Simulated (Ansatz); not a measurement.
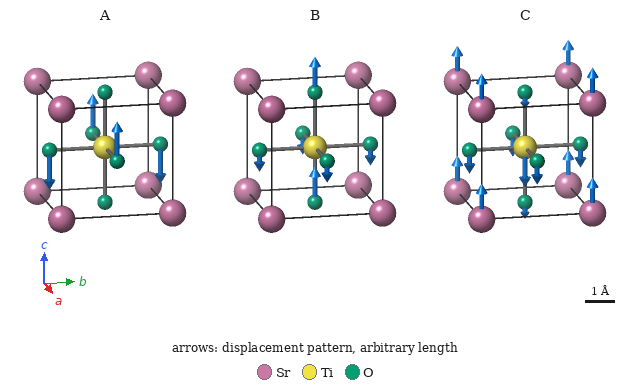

Three optical modes of crystalline SrTiO3 at the zone centre, in no order (one member of each degenerate set). Displacements are drawn as blue arrows; their common scale and sign are arbitrary. Style: ball-and-stick. Shown: the cell of the calculation, slightly off an axis. Only the shorter bonds are drawn.

Method: DFT PBE, scalar-relativistic, plane waves, PAW (Ansatz 0.2.0). Set-up: plane-wave cutoff 420 eV; k-point mesh 8 × 8 × 8; occupations fixed; no spin polarisation.

Frequencies are those without the non-analytic (LO–TO) term.

### Order them from the lowest to the highest frequency (imaginary ones first).

C (144 cm⁻¹), A (233 cm⁻¹), B (509 cm⁻¹). C, T₁u: All motion is along c; the kinetic energy is shared as Sr 49 %, Ti 40 %, O 11 %. A, T₂u: The Sr and Ti atoms stay at rest; all motion is along c; atoms of one kind move against one another, with no net shift of their sublattice. B, T₁u: The Sr atoms hardly move; all motion is along c; it stretches the shortest O–Ti bonds (1.97 Å); the kinetic energy is shared as O 99 %, Ti 1 %. Not drawn: 1 imaginary level (140i cm⁻¹), so the structure is unstable.
